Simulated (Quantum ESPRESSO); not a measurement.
Band-structure run of Sn (part 3 of 3)

The same run, continued: Sn (I4₁/amd, 2 atoms in the cell); Kohn-Sham DFT of a periodic cell, PBEsol, PseudoDojo 0.4.1 SR PBEsol standard, no spin polarisation (Quantum ESPRESSO 7.5); cutoff 979.61 eV, 9×9×9 k-mesh, fermi-dirac of 0.05 eV. The structure derives from a Materials Project entry.

Geometry of the input (Å; fractional positions):
```
-2.9401  2.9401  1.5993
2.9401  -2.9401  1.5993
2.9401  2.9401  -1.5993
Sn 0.0000  0.0000  0.0000
Sn 0.7500  0.2500  0.5000
```

**Output, continued**
```
   -10.8747 -10.8743 -10.7969 -10.7918 -10.7283 -10.7096 -10.6661 -10.6651
   -10.6332 -10.6198   2.1776   2.2150   9.0437   9.1506  13.5649  14.6715
    15.1355  16.3493  21.0038  21.2736  21.7547

          k =-0.0000 0.1600-0.0000 (  3835 PWs)   bands (ev):

   -10.9507 -10.8884 -10.8451 -10.8337 -10.6918 -10.6914 -10.6826 -10.6702
   -10.6150 -10.5185  -0.1903   5.7182   8.1301  10.3077  14.4397  14.5026
    16.9797  17.1562  17.2187  20.8515  21.0420

          k = 0.0800 0.2400-0.0000 (  3859 PWs)   bands (ev):

   -10.9249 -10.8893 -10.8586 -10.8118 -10.7066 -10.6809 -10.6791 -10.6595
   -10.6298 -10.5443   0.1374   4.7165   8.0623  11.4076  12.9091  15.7629
    16.3833  16.8588  17.0458  20.8425  20.9330

          k = 0.1600 0.3200-0.0000 (  3859 PWs)   bands (ev):

   -10.8996 -10.8740 -10.8736 -10.7793 -10.7345 -10.6812 -10.6659 -10.6523
   -10.6437 -10.5777   0.6818   3.5151   8.5180  11.5092  12.3310  15.3265
    16.5884  16.7112  17.7164  20.5863  20.6500

          k = 0.2400 0.4000-0.0000 (  3853 PWs)   bands (ev):

   -10.8937 -10.8859 -10.8270 -10.7767 -10.7410 -10.7044 -10.6568 -10.6538
   -10.6319 -10.6089   1.4379   2.3929   9.2837  10.2912  13.2419  14.2395
    16.4545  16.4944  19.9985  20.4345  20.5888

          k = 0.3200 0.3200 0.5882 (  3858 PWs)   bands (ev):

   -10.8860 -10.8574 -10.8079 -10.7973 -10.7274 -10.6962 -10.6437 -10.6100
   -10.5961 -10.5871   4.0351   4.8109   7.3921   7.6076  13.4694  13.8455
    14.4553  14.6361  17.0024  17.6930  18.3887

          k = 0.0000 0.0000 0.5882 (  3852 PWs)   bands (ev):

   -10.9150 -10.7948 -10.7948 -10.7942 -10.7344 -10.7344 -10.7091 -10.6269
   -10.5809 -10.5292   2.4992   7.6834   8.5523   9.7637   9.7637  10.3652
    13.5983  13.5983  16.1562  20.7445  20.7445

          k =-0.0000-0.0800 0.7353 (  3848 PWs)   bands (ev):

   -10.8945 -10.7961 -10.7914 -10.7689 -10.7446 -10.7357 -10.7139 -10.6423
   -10.5757 -10.5484   3.7931   5.9854   7.2036   8.7566   9.1728  11.6165
    14.4724  15.0095  17.9446  21.0581  21.9290

          k = 0.0000-0.1600 0.8823 (  3846 PWs)   bands (ev):

   -10.8781 -10.7997 -10.7790 -10.7543 -10.7434 -10.7234 -10.7077 -10.6609
   -10.6204 -10.5829   3.6338   4.7182   7.7001   7.7663   9.1552  13.0749
    15.7361  17.2306  20.4074  20.4473  21.6939

          k = 0.0800-0.0800 0.8823 (  3848 PWs)   bands (ev):

   -10.8769 -10.7972 -10.7656 -10.7453 -10.7379 -10.7348 -10.7279 -10.6597
   -10.6209 -10.5836   3.9628   4.5808   7.4294   8.0337   8.4398  13.3816
    16.5013  16.5514  19.9774  21.2621  21.4614

          k =-0.0000 0.4800-0.2941 (  3840 PWs)   bands (ev):

   -10.8684 -10.8359 -10.7911 -10.7609 -10.7218 -10.7059 -10.6909 -10.6693
   -10.6532 -10.6117   2.2473   4.2217   7.1242   8.9864  10.6129  14.7708
    16.8199  17.1307  20.0112  20.7729  21.7626

          k =-0.6399-0.1600-0.2941 (  3835 PWs)   bands (ev):

   -10.8672 -10.8361 -10.7602 -10.7474 -10.7302 -10.7101 -10.6989 -10.6783
   -10.6629 -10.6173   2.9149   3.6846   7.2422   7.9768  10.2972  15.1387
    17.8094  17.8719  20.2507  20.8102  22.1940

          k =-0.0000 0.4000-0.1471 (  3839 PWs)   bands (ev):

   -10.8905 -10.8617 -10.8428 -10.7696 -10.7015 -10.7012 -10.6908 -10.6578
   -10.6462 -10.5990   1.1330   4.1083   6.9166   9.9720  13.4695  14.7188
    16.7717  17.7885  18.2718  20.8609  21.4189

          k = 0.0800 0.4800-0.1471 (  3832 PWs)   bands (ev):

   -10.8843 -10.8721 -10.8078 -10.7462 -10.7267 -10.6959 -10.6834 -10.6717
   -10.6458 -10.6259   1.7628   3.4361   6.9672   8.6829  13.1860  15.9248
    17.0057  17.9985  19.7103  20.9807  21.6651

          k =-0.5599-0.1600-0.1471 (  3847 PWs)   bands (ev):

   -10.8795 -10.8790 -10.7709 -10.7612 -10.7283 -10.7010 -10.6794 -10.6751
   -10.6508 -10.6341   2.5293   2.5956   7.6134   7.6806  13.0835  16.4601
    17.2159  17.5498  20.8246  21.3821  22.1829

          k =-0.0000 0.3200 0.0000 (  3849 PWs)   bands (ev):

   -10.9104 -10.8789 -10.8693 -10.7933 -10.6957 -10.6894 -10.6852 -10.6497
   -10.6421 -10.5689   0.4639   4.4295   7.1616  11.3059  12.9998  16.5564
    16.5672  16.6276  17.6633  21.3530  21.3867

          k = 0.0800 0.4000 0.0000 (  3851 PWs)   bands (ev):

   -10.9022 -10.8812 -10.8481 -10.7659 -10.7184 -10.6873 -10.6760 -10.6584
   -10.6431 -10.6003   1.0034   3.6416   7.1389   9.8831  14.2692  16.2191
    16.3191  17.4183  18.2499  21.3932  21.4181

          k = 0.1600 0.4800 0.0000 (  3849 PWs)   bands (ev):

   -10.8974 -10.8909 -10.8035 -10.7575 -10.7332 -10.7037 -10.6645 -10.6627
   -10.6392 -10.6267   1.7440   2.6545   7.7326   8.6784  15.2534  15.8996
    16.2508  16.6317  20.4185  21.2803  21.3649

          k =-0.0000-0.0000 0.8823 (  3852 PWs)   bands (ev):

   -10.8730 -10.7707 -10.7689 -10.7689 -10.7554 -10.7229 -10.7229 -10.6566
   -10.6236 -10.5869   4.0764   4.8395   7.5714   7.5714   7.8545  13.9434
    16.4364  16.4364  19.4507  22.1816  22.1816

          k = 0.0000-0.0800 1.0294 (  3836 PWs)   bands (ev):

   -10.8660 -10.8325 -10.7435 -10.7334 -10.7288 -10.7150 -10.7031 -10.6809
   -10.6746 -10.6306   3.4083   3.8390   6.7115   7.0397  10.0255  16.0231
    18.1782  18.4797  21.2935  21.3890  22.0812

          k =-0.0000 0.5599-0.1471 (  3833 PWs)   bands (ev):

   -10.8833 -10.8779 -10.7723 -10.7334 -10.7091 -10.6992 -10.6955 -10.6786
   -10.6629 -10.6470   2.3450   3.4615   6.2985   7.4343  12.8765  17.2326
    18.0194  19.0157  20.8429  21.2422  22.1423

          k =-0.6399-0.0800-0.1471 (  3829 PWs)   bands (ev):

   -10.8814 -10.8810 -10.7430 -10.7270 -10.7256 -10.6944 -10.6936 -10.6840
   -10.6716 -10.6574   2.9546   3.0557   6.5321   6.5579  12.7712  17.4842
    18.9235  18.9861  21.2232  21.7942  22.5798

          k =-0.0000 0.4800-0.0000 (  3831 PWs)   bands (ev):

   -10.9017 -10.8891 -10.8131 -10.7461 -10.7059 -10.6925 -10.6878 -10.6682
   -10.6459 -10.6292   1.5274   3.5614   6.3686   8.4662  15.6919  15.9682
    16.4267  18.6694  19.3429  22.1522  22.1785

          k = 0.0800 0.5599-0.0000 (  3828 PWs)   bands (ev):

   -10.8993 -10.8952 -10.7723 -10.7329 -10.7225 -10.7034 -10.6761 -10.6720
   -10.6533 -10.6517   2.2228   2.9944   6.5171   7.3100  15.7605  15.7963
    17.5587  18.4728  21.1263  22.3645  22.4245

          k = 0.0000 0.0000 1.1765 (  3836 PWs)   bands (ev):

   -10.8818 -10.8814 -10.7254 -10.7233 -10.7020 -10.7020 -10.6913 -10.6848
   -10.6848 -10.6819   3.1835   3.3083   6.0834   6.0834  12.6656  17.7476
    19.6277  19.6277  21.7920  22.3615  22.3616

          k =-0.0000 0.6399 0.0000 (  3837 PWs)   bands (ev):

   -10.8993 -10.8980 -10.7382 -10.7142 -10.7130 -10.7054 -10.6887 -10.6770
   -10.6730 -10.6715   2.7798   3.1321   5.9419   6.3013  15.6425  15.6498
    19.1387  19.6145  22.3395  23.0903  23.2994

     the Fermi energy is    10.6071 ev

!    total energy              =    -314.52209889 Ry
     estimated scf accuracy    <          2.2E-11 Ry
     smearing contrib. (-TS)   =      -0.00054658 Ry
     internal energy E=F+TS    =    -314.52155231 Ry

     The total energy is F=E-TS. E is the sum of the following terms:
     one-electron contribution =    -100.33683830 Ry
     hartree contribution      =      69.13620016 Ry
     xc contribution           =     -87.24559626 Ry
     ewald contribution        =    -196.07531790 Ry

     convergence has been achieved in   8 iterations

     Forces acting on atoms (cartesian axes, Ry/au):

     atom    1 type  1   force =     0.00000000    0.00000000    0.00000000
     atom    2 type  1   force =     0.00000000    0.00000000    0.00000000

     Total force =     0.000000     Total SCF correction =     0.000000

     Computing stress (Cartesian axis) and pressure

          total   stress  (Ry/bohr**3)                   (kbar)     P=      -13.60
  -0.00008345  -0.00000000  -0.00000000          -12.28       -0.00       -0.00
  -0.00000000  -0.00008345  -0.00000000           -0.00      -12.28       -0.00
  -0.00000000  -0.00000000  -0.00011049           -0.00       -0.00      -16.25

=------------------------------------------------------------------------------=
   JOB DONE.
=------------------------------------------------------------------------------=
```

**File pp_density.out**
```
This program is part of the open-source Quantum ESPRESSO suite
     for quantum simulation of materials; please cite
         "P. Giannozzi et al., J. Phys.:Condens. Matter 21 395502 (2009);
         "P. Giannozzi et al., J. Phys.:Condens. Matter 29 465901 (2017);
         "P. Giannozzi et al., J. Chem. Phys. 152 154105 (2020);
          URL
     in publications or presentations arising from this work. More details at

     ./tmp/pwscf.save/

     IMPORTANT: XC functional enforced from input :
     Exchange-correlation= PBESOL
                           (   1   4  10   8   0   0   0)
     Any further DFT definition will be discarded
     Please, verify this is what you really want

     G-vector sticks info
     --------------------
     sticks:   dense  smooth     PW     G-vecs:    dense   smooth      PW
     Sum        1091    1091    331                30825    30825    5253

     Using Slab Decomposition

     Calling punch_plot, plot_num =   0
     Writing data to file  density.dat
     Reading data from file  density.dat

     Writing data to be plotted to file density.cube
     Plot Type: 3D                     Output format: Gaussian cube

=------------------------------------------------------------------------------=
   JOB DONE.
=------------------------------------------------------------------------------=
```

**File pp_potential.out**
```
This program is part of the open-source Quantum ESPRESSO suite
     for quantum simulation of materials; please cite
         "P. Giannozzi et al., J. Phys.:Condens. Matter 21 395502 (2009);
         "P. Giannozzi et al., J. Phys.:Condens. Matter 29 465901 (2017);
         "P. Giannozzi et al., J. Chem. Phys. 152 154105 (2020);
          URL
     in publications or presentations arising from this work. More details at

     ./tmp/pwscf.save/

     IMPORTANT: XC functional enforced from input :
     Exchange-correlation= PBESOL
                           (   1   4  10   8   0   0   0)
     Any further DFT definition will be discarded
     Please, verify this is what you really want

     G-vector sticks info
     --------------------
     sticks:   dense  smooth     PW     G-vecs:    dense   smooth      PW
     Sum        1091    1091    331                30825    30825    5253

     Using Slab Decomposition

     Calling punch_plot, plot_num =  11
     Writing data to file  potential.dat
     Reading data from file  potential.dat

     Writing data to be plotted to file potential.cube
     Plot Type: 3D                     Output format: Gaussian cube

=------------------------------------------------------------------------------=
   JOB DONE.
=------------------------------------------------------------------------------=
```

**File pp_elf.out**
```
This program is part of the open-source Quantum ESPRESSO suite
     for quantum simulation of materials; please cite
         "P. Giannozzi et al., J. Phys.:Condens. Matter 21 395502 (2009);
         "P. Giannozzi et al., J. Phys.:Condens. Matter 29 465901 (2017);
         "P. Giannozzi et al., J. Chem. Phys. 152 154105 (2020);
          URL
     in publications or presentations arising from this work. More details at

     ./tmp/pwscf.save/

     IMPORTANT: XC functional enforced from input :
     Exchange-correlation= PBESOL
                           (   1   4  10   8   0   0   0)
     Any further DFT definition will be discarded
     Please, verify this is what you really want

     G-vector sticks info
     --------------------
     sticks:   dense  smooth     PW     G-vecs:    dense   smooth      PW
     Sum        1091    1091    331                30825    30825    5253

     Using Slab Decomposition

     Calling punch_plot, plot_num =   8
     Message from routine do_elf_kin:
     elf/kin + US not fully implemented
     Writing data to file  elf.dat
     Reading data from file  elf.dat

     Writing data to be plotted to file elf.cube
     Plot Type: 3D                     Output format: Gaussian cube

=------------------------------------------------------------------------------=
   JOB DONE.
=------------------------------------------------------------------------------=
```

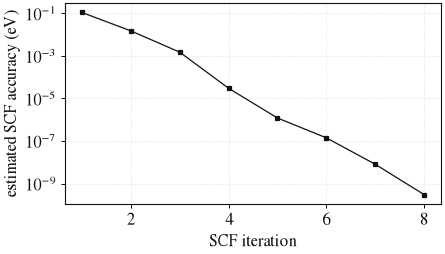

Figure 1. Convergence of the self-consistent field: estimated SCF accuracy against the iteration. The field takes 8 iterations in all.

**Summary**

| quantity | value |
| --- | --- |
| outcome | converged |
| space group (tolerance 0.01 Å) | I4₁/amd (141) |
| electrons treated | 28 |
| free energy | −4279.2912 eV |
| Fermi energy | 10.607 eV |
| gap on the k-point mesh | none (metallic) |
| pressure | −1.36 GPa |
| largest force (length of the vector) | under 0.001 eV/Å |
| hardware | 2 threads of Arm Neoverse V1, 24 GiB of memory available, shared host |
| wall time | 1.9 min (CPU time 3.6 min) |
| peak memory | 0.24 GiB |

**Remarks**

Further notes kept with the run: eigenvalues not converged.
